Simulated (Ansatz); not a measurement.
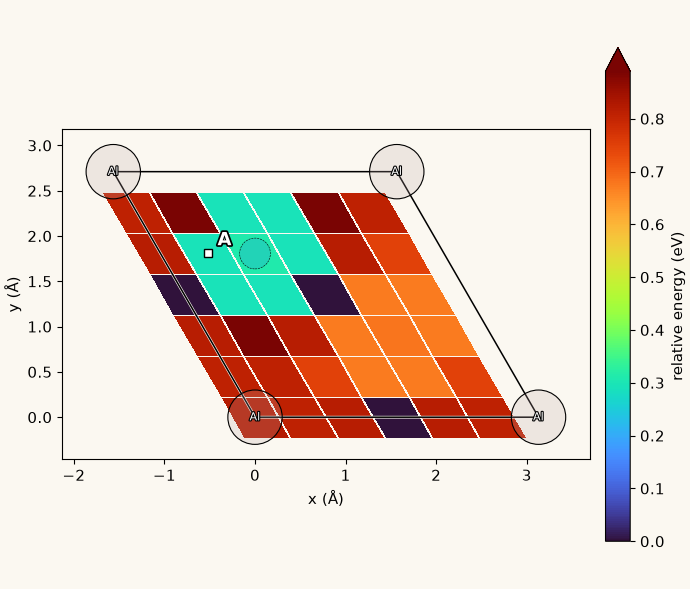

N on an AlN(001) slab cut from the P6_3mc phase, its upper half relaxed before the scan (8 atoms of substrate and one adsorbate in a 1 × 1 cell). 
- N is moved over the surface cell; relaxed at each place: the height of the adsorbate's atoms; substrate rigid; the origin of the map has the adsorbate above Al8.
- Places are given modulo a cell vector. The map is drawn in real space over the plane of the surface.
- Grid: 6 × 6 points; 10 points were computed and 26 follow by symmetry.
- Energies: eV, counted from the lowest grid point.
- Energies and slopes of some neighbouring points disagree (a jump in structure or state, or too coarse a mesh). The relaxed height changes by up to 0.8 Å between neighbouring points. The magnetic moment jumps between some neighbouring points. With one adsorbate in each 1 × 1 cell, its nearest image is 3.1 Å away, so neighbouring adsorbates interact.
- The calculation used Ansatz, DFT PBE, scalar-relativistic, plane waves, PAW. Settings: cutoff 420 eV, k-mesh 9×9×1, gaussian smearing 0.05 eV, spin-polarised.

Drawn: one coloured cell a grid point, labelled circles for the atoms of the top layer and small ones for the second layer, the outline of one cell of the plane, one colour for all values above the top of the scale, the point A.

Is A at rest? If not, where is it pushed?

A, at (1/6, 4/6) of the cell vectors, is not a stationary point. The computed force is 2.1 eV/Å in the plane, pointing down and right in the picture (components 1.3 and −1.7 eV/Å).

PAW datasets: the set soft_1.
